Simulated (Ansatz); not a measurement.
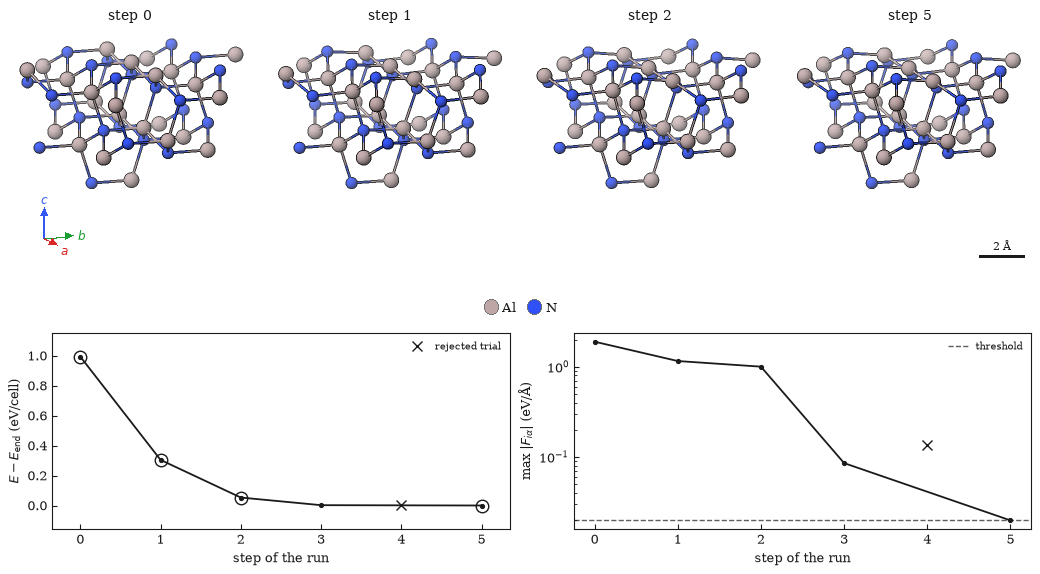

Frames of a relaxation of a slab of composition AlN (cut from the P6_3mc phase), marked on the history of the run. The picture is a ball-and-stick view of the atoms within 5.8 Å of the atom that moves most (axes of the 2 × 2 repeat of the cell, outlined in the plane, without the vacuum (origin shifted)), seen slightly off an axis.

Case: (1 0 0) slab, atoms relaxed. The slab is the (1 0 0) face of AlN.

Theory: DFT PBEsol, scalar-relativistic, plane waves, PAW in Ansatz.

Input file:
```yaml
crystal:
  lattice:
    - [3.1136926474, 0.0, 0.0]
    - [0.0, 4.9834165452, 0.0]
    - [0.0, 0.0, 26.6849933731]
  atoms:
    - { symbol: Al, position: [0.0, 0.9984919241, 0.2810568433] }
    - { symbol: "N", position: [0.0, 0.6165080759, 0.2810568433] }
    - { symbol: Al, position: [0.5, 0.4984919241, 0.3147404058] }
    - { symbol: "N", position: [0.5, 0.1165080759, 0.3147404058] }
    - { symbol: Al, position: [0.5, 0.9984919241, 0.382107531] }
    - { symbol: "N", position: [0.5, 0.6165080759, 0.382107531] }
    - { symbol: Al, position: [0.0, 0.4984919241, 0.4157910936] }
    - { symbol: "N", position: [0.0, 0.1165080759, 0.4157910936] }
    - { symbol: Al, position: [0.0, 0.9984919241, 0.4831582187] }
    - { symbol: "N", position: [0.0, 0.6165080759, 0.4831582187] }
    - { symbol: Al, position: [0.5, 0.4984919241, 0.5168417813] }
    - { symbol: "N", position: [0.5, 0.1165080759, 0.5168417813] }
    - { symbol: Al, position: [0.5, 0.9984919241, 0.5842089064] }
    - { symbol: "N", position: [0.5, 0.6165080759, 0.5842089064] }
    - { symbol: Al, position: [0.0, 0.4984919241, 0.617892469] }
    - { symbol: "N", position: [0.0, 0.1165080759, 0.617892469] }
    - { symbol: Al, position: [0.0, 0.9984919241, 0.6852595942] }
    - { symbol: "N", position: [0.0, 0.6165080759, 0.6852595942] }
    - { symbol: Al, position: [0.5, 0.4984919241, 0.7189431567] }
    - { symbol: "N", position: [0.5, 0.1165080759, 0.7189431567] }
basis:
  ecutwfc: 420
kpoints:
  mp_grid: { grid: [9, 6, 1] }
hamiltonian:
  xc: pbesol
scf:
  occupations: { method: gaussian, width: 0.05 }
output:
  forces: true
  eigenvalues: true
relax:
  adjacent_minimum: "off"
  f_tol: 0.02
  max_steps: 60
efield:
  axis: 3
  dipole_correction: true
  ramp_width: 0.04
```

Command:
```bash
ansatz run input.yaml --threads 2 --pin off --max-ram 5120MiB --backend cpu --events-out ev --progress --plain --runs-dir out
```

### What happens along the run?

The energy falls by 0.994 eV per cell of the calculation in 4 accepted moves (5 points after the start). The largest force component goes from 1.9 to 0.02 eV/Å. The line search rejected the trial step at point 4 of the run. The largest moves relative to the layer's centre, 0.29 Å, are those of Al1 and Al19. Al19 goes at 26° to the normal (−c side). Largest moves by element: Al 0.29 Å, N 0.05 Å. The cell stays as it was. Some distances before and after: Al19–N20 1.904 → 1.768 Å, N16–Al17 1.891 → 1.960 Å, Al17–N20 1.891 → 1.834 Å, Al15–N18 1.891 → 1.946 Å. Among the angles between lasting bonds that change: Al15–N18–Al19 110.8° → 101.2°, N18–Al19–N20 108.1° → 116.6°, Al17–N20–Al17 110.8° → 116.2°. Cost: 3.7 min on 2 threads of Arm Neoverse V1 (shared host), peak memory 0.86 GiB. From step 0 to 1: Al atoms move most (0.18 Å), energy −0.689 eV per cell of the calculation. From step 1 to 2: Al atoms move most (0.11 Å), energy −0.251 eV per cell of the calculation. From step 2 to 5: N atoms move most (0.03 Å), energy −53.2 meV per cell of the calculation.

```
step  E − E(0), meV/atom  largest force component, eV/Å      note
   0                0.00                         1.8987          
   1              -34.47                         1.1578          
   2              -47.04                         1.0026          
   3              -49.59                         0.0852          
   4              -49.57                         0.1349  rejected
   5              -49.70                         0.0197
```
